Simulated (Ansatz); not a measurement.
Geometry relaxation, with input and output: Cu (part 3 of 3)

The same run, continued: Cu (interface cell, 20 atoms in the cell); DFT PBE, scalar-relativistic, plane waves, PAW, no spin polarisation (Ansatz 0.2.0); cutoff 420 eV, 10×10×2 k-mesh, Gaussian smearing of 0.1 eV. The structure derives from an entry of the Crystallography Open Database. It belongs to a series of runs on one base structure; here: symmetric tilt boundary Sigma 5 (2 1 0), mirror between planes, shift [0, 0.5].

Geometry of the input (Å; fractional positions):
```
3.6297  0.0000  0.0000
-1.8149  4.0582  0.0000
0.0000  0.0000  16.5327
Cu 0.4000  0.8000  0.0736
Cu 0.2000  0.4000  0.2700
Cu 0.7000  0.4000  0.0245
Cu 0.5000  1.0000  0.2209
Cu 0.9000  0.8000  0.3191
Cu 0.8000  0.6000  0.1718
Cu 0.6000  0.2000  0.3682
Cu 0.1000  0.2000  0.1227
Cu 0.3000  0.6000  0.4173
Cu 1.0000  1.0000  0.4664
Cu 0.4000  0.3000  0.9173
Cu 0.2000  0.9000  0.7209
Cu 0.7000  0.9000  0.9664
Cu 0.5000  0.5000  0.7700
Cu 0.9000  0.3000  0.6718
Cu 0.8000  0.1000  0.8191
Cu 0.6000  0.7000  0.6227
Cu 0.1000  0.7000  0.8682
Cu 0.3000  0.1000  0.5736
Cu 0.0000  0.5000  0.5245
```

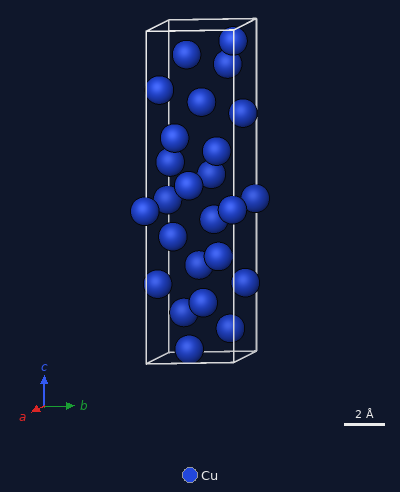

Figure 1. The geometry at step 4 of the log (spheres-only view of the cell of the calculation, seen slightly off an axis).

## Output, continued
```
  k-point 103: bands = ["-97.0606", "-97.0606", "-97.0582", "-97.0582", "-97.0295", "-97.0295", "-97.0274", "-97.0274", "-96.9490", "-96.9490", "-96.9490", "-96.9490", "-96.9234", "-96.9234", "-96.9234", "-96.9234", "-96.8211", "-96.8211", "-96.8211", "-96.8211", "-54.4671", "-54.4671", "-54.4586", "-54.4586", "-54.4441", "-54.4441", "-54.4364", "-54.4364", "-54.4305", "-54.4305", "-54.4284", "-54.4284", "-54.4128", "-54.4128", "-54.4079", "-54.4079", "-54.3967", "-54.3967", "-54.3911", "-54.3911",
      "-54.3819", "-54.3819", "-54.3760", "-54.3760", "-54.3485", "-54.3485", "-54.3483", "-54.3483", "-54.3403", "-54.3403", "-54.3399", "-54.3399", "-54.3231", "-54.3231", "-54.3227", "-54.3227", "-54.2998", "-54.2998", "-54.2985", "-54.2985", "-54.2847", "-54.2847", "-54.2842", "-54.2842", "-54.2714", "-54.2714", "-54.2710", "-54.2710", "-54.2267", "-54.2267", "-54.2267", "-54.2267", "-54.1919", "-54.1919", "-54.1919", "-54.1919", "-54.1507", "-54.1507", "-54.1507", "-54.1507",
      "9.6932", "9.6932", "9.6982", "9.6982", "10.3679", "10.3679", "10.3900", "10.3900", "10.7226", "10.7226", "10.7884", "10.7884", "11.3292", "11.3292", "11.4068", "11.4068", "11.6268", "11.6268", "11.7041", "11.7041", "11.8087", "11.8087", "11.8531", "11.8531", "11.9764", "11.9764", "11.9904", "11.9904", "12.0247", "12.0247", "12.0685", "12.0685", "12.1606", "12.1606", "12.1703", "12.1703", "12.2590", "12.2590", "12.2911", "12.2911",
      "12.4015", "12.4015", "12.4099", "12.4099", "12.4892", "12.4892", "12.5151", "12.5151", "12.5844", "12.5844", "12.5882", "12.5882", "12.6234", "12.6234", "12.6706", "12.6706", "12.7346", "12.7346", "12.7516", "12.7516", "12.9261", "12.9261", "12.9657", "12.9657", "13.0053", "13.0053", "13.1197", "13.1197", "13.1410", "13.1410", "13.2242", "13.2242", "13.2314", "13.2314", "13.3033", "13.3033", "13.4151", "13.4151", "13.4184", "13.4184",
      "13.4289", "13.4289", "13.5808", "13.5808", "13.5977", "13.5977", "13.6984", "13.6984", "13.7962", "13.7962", "13.8031", "13.8031", "13.8413", "13.8413", "13.8795", "13.8795", "13.9478", "13.9478", "13.9637", "13.9637", "13.9955", "13.9955", "14.1072", "14.1072", "14.3443", "14.3443", "14.3881", "14.3881", "14.8949", "14.8949", "15.3424", "15.3424", "15.7961", "15.7961", "16.6273", "16.6273", "17.7952", "17.7952", "17.8434", "17.8434",
      "19.2223", "19.2223", "19.6194", "19.6194", "19.9998", "19.9998", "20.7572", "20.7572", "22.1155", "22.1155", "23.0142", "23.0142", "23.2890", "23.2890", "23.5832", "23.5832", "25.9409", "25.9409", "25.9889", "25.9889", "26.9841", "26.9841", "27.0828", "27.0828", "27.1582", "27.1582", "27.3824", "27.3824"]
--- Relaxed structure (5 steps of the walk, 5 accepted, 1 SCFs on fresh bases) ---
  F+E_penalty+E_count = -132501.55318790 eV   max|allowed force component| = 4.861e-4 eV/Å   (the final SCF, on the basis selected at the relaxed cell)
  cell:  # Å, volume = 250.8809 Å³
    - [3.6297482978, -1.2163250165905508e-114, 0.0]
    - [-1.8148741489, 4.0581819676, 0.0]
    - [0.0, 0.0, 17.03175851988621]
  atoms:
    - { symbol: Cu, position: [0.39940199315864394, 0.806289831378308, 0.08262381224690751] }
    - { symbol: Cu, position: [0.19783351160737914, 0.3970839036543047, 0.2681721217435888] }
    - { symbol: Cu, position: [0.7305643528055179, 0.4215724412976759, 0.0328386593054838] }
    - { symbol: Cu, position: [0.5021664883926209, 1.0029160963456953, 0.2227549653564111] }
    - { symbol: Cu, position: [0.900446867294448, 0.7996350170290718, 0.31632813297402723] }
    - { symbol: Cu, position: [0.7995531327055521, 0.6003649829709281, 0.1745989541259728] }
    - { symbol: Cu, position: [0.5964389136482439, 0.20085500647228052, 0.3678796997874187] }
    - { symbol: Cu, position: [0.10356108635175613, 0.19914499352771947, 0.12304738731258119] }
    - { symbol: Cu, position: [0.300598006841356, 0.5937101686216919, 0.4083032748530924] }
    - { symbol: Cu, position: [0.969435647194482, 0.978427558702324, 0.4580884277945162] }
    - { symbol: Cu, position: [0.3994019931586439, 0.3062898313783078, 0.9083032748530925] }
    - { symbol: Cu, position: [0.19783351160737905, 0.8970839036543047, 0.722754965356411] }
    - { symbol: Cu, position: [0.7305643528055179, 0.9215724412976759, 0.9580884277945162] }
    - { symbol: Cu, position: [0.5021664883926209, 0.5029160963456952, 0.7681721217435887] }
    - { symbol: Cu, position: [0.9004468672944481, 0.2996350170290719, 0.6745989541259727] }
    - { symbol: Cu, position: [0.7995531327055521, 0.10036498297092804, 0.8163281329740272] }
    - { symbol: Cu, position: [0.5964389136482438, 0.7008550064722804, 0.6230473873125811] }
    - { symbol: Cu, position: [0.10356108635175604, 0.6991449935277193, 0.8678796997874187] }
    - { symbol: Cu, position: [0.3005980068413561, 0.09371016862169211, 0.5826238122469073] }
    - { symbol: Cu, position: [-0.030564352805518002, 0.478427558702324, 0.5328386593054837] }
--- Löwdin populations: 20 sites ---
  site symbol       q [e]
     0     Cu     18.8639
     1     Cu     18.8360
     2     Cu     18.8750
     3     Cu     18.8360
     4     Cu     18.8338
     5     Cu     18.8338
     6     Cu     18.8330
     7     Cu     18.8330
     8     Cu     18.8639
     9     Cu     18.8750
    10     Cu     18.8639
    11     Cu     18.8360
    12     Cu     18.8750
    13     Cu     18.8360
    14     Cu     18.8338
    15     Cu     18.8338
    16     Cu     18.8330
    17     Cu     18.8330
    18     Cu     18.8639
    19     Cu     18.8750
  spilling = 0.007982 (of n_electrons = 380.000000)
```

## File populations.tsv
```
# site	symbol	l	j	q
# orbitals = lowdin
# n_electrons = 380.000000
# spilling = 0.007982
0	Cu	0_3S	-	1.996308
0	Cu	0_4S	-	1.063732
0	Cu	1_3P	-	5.999014
0	Cu	2_3D	-	9.804887
1	Cu	0_3S	-	1.996333
1	Cu	0_4S	-	1.041807
1	Cu	1_3P	-	5.999166
1	Cu	2_3D	-	9.798683
2	Cu	0_3S	-	1.996682
2	Cu	0_4S	-	1.072680
2	Cu	1_3P	-	5.999045
2	Cu	2_3D	-	9.806591
3	Cu	0_3S	-	1.996333
3	Cu	0_4S	-	1.041807
3	Cu	1_3P	-	5.999166
3	Cu	2_3D	-	9.798683
4	Cu	0_3S	-	1.996271
4	Cu	0_4S	-	1.042597
4	Cu	1_3P	-	5.999158
4	Cu	2_3D	-	9.795790
5	Cu	0_3S	-	1.996271
5	Cu	0_4S	-	1.042597
5	Cu	1_3P	-	5.999158
5	Cu	2_3D	-	9.795790
6	Cu	0_3S	-	1.996554
6	Cu	0_4S	-	1.035918
6	Cu	1_3P	-	5.999166
6	Cu	2_3D	-	9.801318
7	Cu	0_3S	-	1.996554
7	Cu	0_4S	-	1.035918
7	Cu	1_3P	-	5.999166
7	Cu	2_3D	-	9.801318
8	Cu	0_3S	-	1.996308
8	Cu	0_4S	-	1.063732
8	Cu	1_3P	-	5.999014
8	Cu	2_3D	-	9.804887
9	Cu	0_3S	-	1.996682
9	Cu	0_4S	-	1.072680
9	Cu	1_3P	-	5.999045
9	Cu	2_3D	-	9.806591
10	Cu	0_3S	-	1.996308
10	Cu	0_4S	-	1.063732
10	Cu	1_3P	-	5.999014
10	Cu	2_3D	-	9.804887
11	Cu	0_3S	-	1.996333
11	Cu	0_4S	-	1.041807
11	Cu	1_3P	-	5.999166
11	Cu	2_3D	-	9.798683
12	Cu	0_3S	-	1.996682
12	Cu	0_4S	-	1.072680
12	Cu	1_3P	-	5.999045
12	Cu	2_3D	-	9.806591
13	Cu	0_3S	-	1.996333
13	Cu	0_4S	-	1.041807
13	Cu	1_3P	-	5.999166
13	Cu	2_3D	-	9.798683
14	Cu	0_3S	-	1.996271
14	Cu	0_4S	-	1.042597
14	Cu	1_3P	-	5.999158
14	Cu	2_3D	-	9.795790
15	Cu	0_3S	-	1.996271
15	Cu	0_4S	-	1.042597
15	Cu	1_3P	-	5.999158
15	Cu	2_3D	-	9.795790
16	Cu	0_3S	-	1.996554
16	Cu	0_4S	-	1.035918
16	Cu	1_3P	-	5.999166
16	Cu	2_3D	-	9.801318
17	Cu	0_3S	-	1.996554
17	Cu	0_4S	-	1.035918
17	Cu	1_3P	-	5.999166
17	Cu	2_3D	-	9.801318
18	Cu	0_3S	-	1.996308
18	Cu	0_4S	-	1.063732
18	Cu	1_3P	-	5.999014
18	Cu	2_3D	-	9.804887
19	Cu	0_3S	-	1.996682
19	Cu	0_4S	-	1.072680
19	Cu	1_3P	-	5.999045
19	Cu	2_3D	-	9.806591
```

## Trajectory as extended XYZ (Å, eV, eV/Å), 6 frames, from step=1 to step=6
```
20
Lattice="3.6297 0.0000 0.0000 -1.8149 4.0582 0.0000 0.0000 0.0000 16.5327" Properties=species:S:1:pos:R:3:forces:R:3 step=1 energy=-132499.41981 pressure_GPa=6.18
Cu    0.0000    3.2465    1.2175   -1.8557  -0.7656   3.2877
Cu    0.0000    1.6233    4.4640   -0.0211  -0.0054  -0.0081
Cu    1.8149    1.6233    0.4058    1.8741   0.8579   3.5143
Cu    0.0000    4.0582    3.6524    0.0211   0.0054   0.0081
Cu    1.8149    3.2465    5.2756    0.0261   0.0081  -0.0271
Cu    1.8149    2.4349    2.8407   -0.0261  -0.0081   0.0271
Cu    1.8149    0.8116    6.0873   -0.0188   0.0717   0.2282
Cu    0.0000    0.8116    2.0291    0.0188  -0.0717  -0.2282
Cu    0.0000    2.4349    6.8989    1.8557   0.7656  -3.2877
Cu    1.8149    4.0582    7.7105   -1.8741  -0.8579  -3.5143
Cu    0.9074    1.2175   15.1653   -1.8557  -0.7656  -3.2877
Cu   -0.9074    3.6524   11.9187   -0.0211  -0.0054   0.0081
Cu    0.9074    3.6524   15.9769    1.8741   0.8579  -3.5143
Cu    0.9074    2.0291   12.7304    0.0211   0.0054  -0.0081
Cu    2.7223    1.2175   11.1071    0.0261   0.0081   0.0271
Cu    2.7223    0.4058   13.5420   -0.0261  -0.0081  -0.0271
Cu    0.9074    2.8407   10.2955   -0.0188   0.0717  -0.2282
Cu   -0.9074    2.8407   14.3536    0.0188  -0.0717   0.2282
Cu    0.9074    0.4058    9.4838    1.8557   0.7656   3.2877
Cu   -0.9074    2.0291    8.6722   -1.8741  -0.8579   3.5143
20
Lattice="3.6297 0.0000 0.0000 -1.8149 4.0582 0.0000 0.0000 0.0000 16.8399" Properties=species:S:1:pos:R:3:forces:R:3 step=2 energy=-132501.17964 pressure_GPa=1.02
Cu   -0.0115    3.2504    1.3236   -0.5586  -0.2056   0.9842
Cu   -0.0018    1.6204    4.5340   -0.0068  -0.0114  -0.0127
Cu    1.8546    1.6511    0.4811    0.5775   0.2811   1.1764
Cu    0.0018    4.0611    3.7332    0.0068   0.0114   0.0127
Cu    1.8162    3.2475    5.3454    0.0163   0.0134   0.0220
Cu    1.8136    2.4339    2.9217   -0.0163  -0.0134  -0.0220
Cu    1.8080    0.8131    6.1765   -0.0037   0.0552   0.1911
Cu    0.0068    0.8102    2.0907    0.0037  -0.0552  -0.1911
Cu    0.0115    2.4310    6.9436    0.5586   0.2056  -0.9842
Cu    1.7752    4.0304    7.7860   -0.5775  -0.2811  -1.1764
Cu    0.8960    1.2213   15.3635   -0.5586  -0.2056  -0.9842
Cu   -0.9092    3.6495   12.1531   -0.0068  -0.0114   0.0127
Cu    0.9471    3.6802   16.2060    0.5775   0.2811  -1.1764
Cu    0.9092    2.0320   12.9540    0.0068   0.0114  -0.0127
Cu    2.7236    1.2184   11.3417    0.0163   0.0134  -0.0220
Cu    2.7210    0.4048   13.7654   -0.0163  -0.0134   0.0220
Cu    0.9006    2.8422   10.5106   -0.0037   0.0552  -0.1911
Cu   -0.9006    2.8392   14.5965    0.0037  -0.0552   0.1911
Cu    0.9189    0.4019    9.7435    0.5586   0.2056   0.9842
Cu   -0.9471    2.0013    8.9011   -0.5775  -0.2811   1.1764
20
Lattice="3.6297 0.0000 0.0000 -1.8149 4.0582 0.0000 0.0000 0.0000 16.9619" Properties=species:S:1:pos:R:3:forces:R:3 step=3 energy=-132501.53932 pressure_GPa=-0.40
Cu   -0.0097    3.2831    1.3923   -0.0076  -0.0530   0.0408
Cu   -0.0046    1.6090    4.5480    0.0118   0.0121  -0.0008
Cu    1.8931    1.7261    0.5630   -0.0057   0.0034  -0.0736
Cu    0.0046    4.0724    3.7791   -0.0118  -0.0121   0.0008
Cu    1.8184    3.2478    5.3679   -0.0189  -0.0286  -0.0208
Cu    1.8114    2.4336    2.9591    0.0189   0.0286   0.0208
Cu    1.7952    0.8199    6.2659    0.0064  -0.0342  -0.0917
Cu    0.0197    0.8034    2.0611   -0.0064   0.0342   0.0917
Cu    0.0097    2.3983    6.9348    0.0076   0.0530  -0.0408
Cu    1.7366    3.9553    7.7641    0.0057  -0.0034   0.0736
Cu    0.8978    1.2540   15.4157   -0.0076  -0.0530  -0.0408
Cu   -0.9120    3.6381   12.2600    0.0118   0.0121   0.0008
Cu    0.9857    3.7552   16.2450   -0.0057   0.0034   0.0736
Cu    0.9120    2.0433   13.0289   -0.0118  -0.0121  -0.0008
Cu    2.7258    1.2187   11.4400   -0.0189  -0.0286   0.0208
Cu    2.7188    0.4045   13.8489    0.0189   0.0286  -0.0208
Cu    0.8877    2.8490   10.5421    0.0064  -0.0342   0.0917
Cu   -0.8877    2.8325   14.7468   -0.0064   0.0342  -0.0917
Cu    0.9171    0.3693    9.8732    0.0076   0.0530   0.0408
Cu   -0.9857    1.9262    9.0439    0.0057  -0.0034  -0.0736
20
Lattice="3.6297 0.0000 0.0000 -1.8149 4.0582 0.0000 0.0000 0.0000 17.0194" Properties=species:S:1:pos:R:3:forces:R:3 step=4 energy=-132501.54850 pressure_GPa=-0.74
Cu   -0.0128    3.2735    1.4071   -0.0024  -0.0024  -0.0034
Cu   -0.0026    1.6109    4.5633    0.0005   0.0024   0.0019
Cu    1.8874    1.7144    0.5580    0.0004  -0.0034  -0.0001
Cu    0.0026    4.0705    3.7920   -0.0005  -0.0024  -0.0019
Cu    1.8169    3.2450    5.3839    0.0007  -0.0015  -0.0006
Cu    1.8129    2.4364    2.9714   -0.0007   0.0015   0.0006
Cu    1.8002    0.8149    6.2627   -0.0011  -0.0024   0.0002
Cu    0.0147    0.8083    2.0926    0.0011   0.0024  -0.0002
Cu    0.0128    2.4079    6.9482    0.0024   0.0024   0.0034
Cu    1.7423    3.9670    7.7972   -0.0004   0.0034   0.0001
Cu    0.8946    1.2444   15.4579   -0.0024  -0.0024   0.0034
Cu   -0.9101    3.6400   12.3017    0.0005   0.0024  -0.0019
Cu    0.9800    3.7435   16.3069    0.0004  -0.0034   0.0001
Cu    0.9101    2.0414   13.0730   -0.0005  -0.0024   0.0019
Cu    2.7243    1.2159   11.4811    0.0007  -0.0015   0.0006
Cu    2.7203    0.4073   13.8936   -0.0007   0.0015  -0.0006
Cu    0.8927    2.8440   10.6023   -0.0011  -0.0024  -0.0002
Cu   -0.8927    2.8374   14.7724    0.0011   0.0024   0.0002
Cu    0.9203    0.3788    9.9168    0.0024   0.0024  -0.0034
Cu   -0.9800    1.9379    9.0677   -0.0004   0.0034  -0.0001
20
Lattice="3.6297 0.0000 0.0000 -1.8149 4.0582 0.0000 0.0000 0.0000 17.0318" Properties=species:S:1:pos:R:3:forces:R:3 step=5 energy=-132501.54849 pressure_GPa=-0.83
Cu   -0.0136    3.2721    1.4072    0.0000  -0.0005  -0.0001
Cu   -0.0026    1.6114    4.5674    0.0001   0.0000   0.0004
Cu    1.8867    1.7108    0.5593   -0.0001  -0.0003  -0.0002
Cu    0.0026    4.0700    3.7939   -0.0001   0.0000  -0.0004
Cu    1.8172    3.2451    5.3876    0.0002   0.0001   0.0004
Cu    1.8126    2.4364    2.9737   -0.0002  -0.0001  -0.0004
Cu    1.8004    0.8151    6.2656   -0.0001   0.0003   0.0004
Cu    0.0145    0.8082    2.0957    0.0001  -0.0003  -0.0004
Cu    0.0136    2.4094    6.9541    0.0000   0.0005   0.0001
Cu    1.7431    3.9706    7.8021    0.0001   0.0003   0.0002
Cu    0.8939    1.2430   15.4700    0.0000  -0.0005   0.0001
Cu   -0.9100    3.6405   12.3098    0.0001   0.0000  -0.0004
Cu    0.9792    3.7399   16.3179   -0.0001  -0.0003   0.0002
Cu    0.9100    2.0409   13.0833   -0.0001   0.0000   0.0004
Cu    2.7246    1.2160   11.4896    0.0002   0.0001  -0.0004
Cu    2.7200    0.4073   13.9035   -0.0002  -0.0001   0.0004
Cu    0.8930    2.8442   10.6116   -0.0001   0.0003  -0.0004
Cu   -0.8930    2.8373   14.7815    0.0001  -0.0003   0.0004
Cu    0.9210    0.3803    9.9231    0.0000   0.0005  -0.0001
Cu   -0.9792    1.9415    9.0752    0.0001   0.0003  -0.0002
20
Lattice="3.6297 0.0000 0.0000 -1.8149 4.0582 0.0000 0.0000 0.0000 17.0318" Properties=species:S:1:pos:R:3:forces:R:3 step=6 energy=-132501.55319 pressure_GPa=-0.85
Cu   -0.0136    3.2721    1.4072    0.0000  -0.0005   0.0001
Cu   -0.0026    1.6114    4.5674    0.0001   0.0001   0.0004
Cu    1.8867    1.7108    0.5593   -0.0001  -0.0003   0.0000
Cu    0.0026    4.0700    3.7939   -0.0001  -0.0001  -0.0004
Cu    1.8172    3.2451    5.3876    0.0002   0.0001   0.0003
Cu    1.8126    2.4364    2.9737   -0.0002  -0.0001  -0.0003
Cu    1.8004    0.8151    6.2656   -0.0001   0.0003   0.0002
Cu    0.0145    0.8082    2.0957    0.0001  -0.0003  -0.0002
Cu    0.0136    2.4094    6.9541    0.0000   0.0005  -0.0001
Cu    1.7431    3.9706    7.8021    0.0001   0.0003   0.0000
Cu    0.8939    1.2430   15.4700    0.0000  -0.0005  -0.0001
Cu   -0.9100    3.6405   12.3098    0.0001   0.0001  -0.0004
Cu    0.9792    3.7399   16.3179   -0.0001  -0.0003   0.0000
Cu    0.9100    2.0409   13.0833   -0.0001  -0.0001   0.0004
Cu    2.7246    1.2160   11.4896    0.0002   0.0001  -0.0003
Cu    2.7200    0.4073   13.9035   -0.0002  -0.0001   0.0003
Cu    0.8930    2.8442   10.6116   -0.0001   0.0003  -0.0002
Cu   -0.8930    2.8373   14.7815    0.0001  -0.0003   0.0002
Cu    0.9210    0.3803    9.9231    0.0000   0.0005   0.0001
Cu   -0.9792    1.9415    9.0752    0.0001   0.0003   0.0000
```

## Results in brief

| quantity | value |
| --- | --- |
| outcome | converged |
| electrons treated | 380 |
| free energy | −132501.5532 eV |
| Fermi energy | 15.543 eV |
| gap on the k-point mesh | none (metallic) |
| final volume | 250.88 Å³ |
| largest force (length of the vector) at the end | 0.001 eV/Å |
| hardware | 4 threads of Intel Xeon @ 2.50GHz (Skylake/Cascade Lake), 189 GiB of memory available, shared host |
| wall time | 18 min (CPU time 72 min) |
| peak memory | 4.4 GiB |
